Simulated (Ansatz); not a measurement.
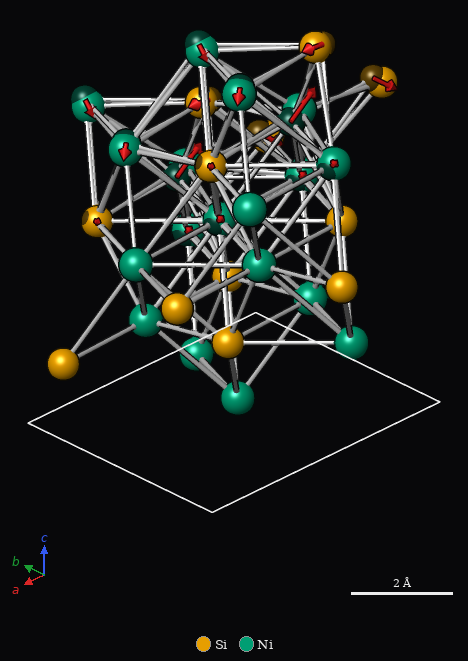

A constrained relaxation of a slab of composition Si2Ni3 (cut from the P6_3/mmc phase). The starting structure is drawn faded, the final one solid; red arrows show the displacements, 3 times their true length.

A ball-and-stick model of the 2 × 1 repeat of the cell, outlined in the plane, without the vacuum (origin shifted), seen from a free direction.

Case: clean slab, lower half held. The slab is the (1 0 1) face of SiNi2. 7 atoms are held fixed.

All numbers below come from DFT PBEsol, scalar-relativistic, plane waves, PAW in Ansatz.

The input:
```yaml
crystal:
  lattice:
    - [3.8684636528, 0.0, 0.0]
    - [-1.9342318264, 5.9498321242, 0.0]
    - [0.0, 0.0, 22.9986765919]
  atoms:
    - { symbol: Si, position: [0.020314959, 0.0406299181, 0.3695864832] }
    - { symbol: Ni, position: [0.6585254099, 0.3170508197, 0.3796182922] }
    - { symbol: Si, position: [0.2967358607, 0.5934717214, 0.3896501012] }
    - { symbol: Ni, position: [0.849577664, 0.699155328, 0.4297773371] }
    - { symbol: Ni, position: [0.4877881148, 0.9755762296, 0.4398091461] }
    - { symbol: Ni, position: [0.1259985656, 0.2519971312, 0.4498409551] }
    - { symbol: Si, position: [0.6788403689, 0.3576807378, 0.489968191] }
    - { symbol: Ni, position: [0.3170508197, 0.6341016395, 0.5] }
    - { symbol: Si, position: [0.9552612706, 0.9105225411, 0.510031809] }
    - { symbol: Ni, position: [0.5081030738, 0.0162061477, 0.5501590449] }
    - { symbol: Ni, position: [0.1463135247, 0.2926270493, 0.5601908539] }
    - { symbol: Ni, position: [0.7845239755, 0.569047951, 0.5702226629] }
    - { symbol: Si, position: [0.3373657788, 0.6747315576, 0.6103498988] }
    - { symbol: Ni, position: [0.9755762296, 0.9511524592, 0.6203817078] }
    - { symbol: Si, position: [0.6137866804, 0.2275733608, 0.6304135168] }
basis:
  ecutwfc: 420
kpoints:
  mp_grid: { grid: [8, 5, 1] }
hamiltonian:
  xc: pbesol
scf:
  occupations: { method: gaussian, width: 0.1 }
output:
  forces: true
  eigenvalues: true
  write_density: true
  write_potential: true
  elf: true
  volumetric_format: npy
relax:
  adjacent_minimum: "off"
  f_tol: 0.03
  max_steps: 70
  constraints: [{ sites: [0, 1, 2, 3, 4, 5, 6] }]
efield:
  axis: 3
  dipole_correction: true
  ramp_width: 0.04
```

Command:
```bash
ansatz run input.yaml --threads 4 --pin off --max-ram 10240MiB --backend cpu --events-out ev --progress --plain --runs-dir out
```

**Atoms of which element are displaced furthest, and by how much?**

Nickel: up to 0.37 Å, against 0.21 Å for silicon.

**What happened in the run?**

The atom that moves furthest is Ni12 (0.37 Å at 34° to the normal (+c side)). Largest moves by element: Ni 0.37 Å, Si 0.21 Å. The cell doesn't change. Some distances before and after: Si13–Si15 3.322 → 2.947 Å, Si9–Ni12 2.458 → 2.760 Å, Ni8–Ni12 2.549 → 2.739 Å, Ni12–Si15 2.458 → 2.283 Å. Bond angles that change, for instance: Ni14–Si15–Ni14 98.7° → 102.5°, Ni11–Si15–Ni14 128.0° → 131.1°, Ni10–Si15–Ni14 64.0° → 66.5°. The energy falls by 0.383 eV per cell of the calculation in 5 accepted moves (6 points after the start). Largest force component: 0.95 eV/Å at the start, 0.014 eV/Å at the end. 1 step only repeated the SCF at the same geometry. Cost: 4.1 min on 4 threads of Intel(R) Xeon(R) Platinum 8488C (Sapphire Rapids) (shared host), peak memory 2 GiB.

Limits of the set-up: an element that often carries a moment was run without spin polarisation.
